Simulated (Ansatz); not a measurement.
The crystal is KI (Fm-3m).

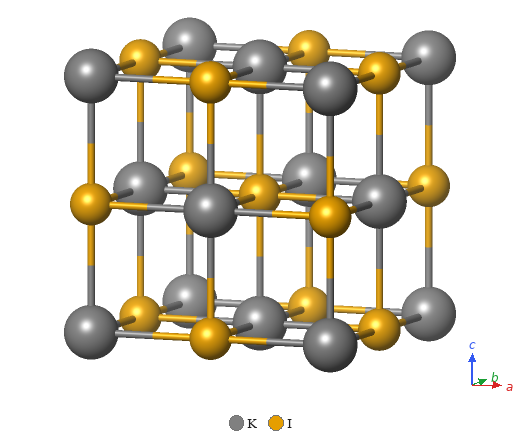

The structure (potassium grey, iodine orange). Some periodic images of atoms are drawn too.

The structure is cubic, space group Fm-3m (No. 225). Conventional cell: a = 7.066 Å, b = 7.066 Å, c = 7.066 Å, α = 90.00°, β = 90.00°, γ = 90.00°. Nearest to K lie 6 I at 3.53 Å. I has 6 K at 3.53 Å nearest. Farther neighbours and most contacts between anions are not listed.

```
K I
1.0
     0.00000    3.53277    3.53277
     3.53277    0.00000    3.53277
     3.53277    3.53277    0.00000
K I
1 1
Direct
  0.00000 0.00000 0.00000
  0.50000 0.50000 0.50000
```

The cell and positions come from the Crystallography Open Database and are kept as given unless a step says otherwise. Spin-orbit coupling is left out unless a run names it. PAW set soft_2, made with PBE.

Gaps computed with Ansatz 0.2.0 without a self-energy: PBE 3.97 eV, PBE+SOC 3.65 eV, HSE06 4.97 eV, PBE0 5.66 eV and DDH-PBE0 6.33 eV.

Q: What gap should G0W0 on PBE give (4×4×4 mesh, 566 empty bands, screening to 200 eV, default PAW files)?

About 6.15 eV: on its mesh the run moves the gap from 3.97 eV by +2.18 eV. Among the scalar-relativistic levels given, DDH-PBE0 is nearest (+0.18 eV). Spin-orbit coupling is not in that value; its −0.32 eV at the PBE level would bring it to about 5.83 eV. Bands and cutoff are finite, so the gap is not at the basis limit. The miss can reach some tenths of an eV and take either sign; the mesh is an error of its own. The many-body steps are scalar-relativistic: spin-orbit coupling is not in them.

[Paths, hosts, dates, memory and timing lines, banners, echoed tables and standing remarks are left out of the program output.]

[Logs are printed without paths, hosts, clocks, repeated set-up lines and the standing remarks that a program may print on its own settings, such as how far it seeks lower states.]

[Runs of the session that timed out or met a known fault of the program may be left out.]

[Cells called generated may have been cut or substituted from an entry of the Crystallography Open Database or the Materials Project.]

[Hosts, paths, dates, database ids (printed as entryN), source tags and the programs' standing remarks are cut or masked in the printed files.]
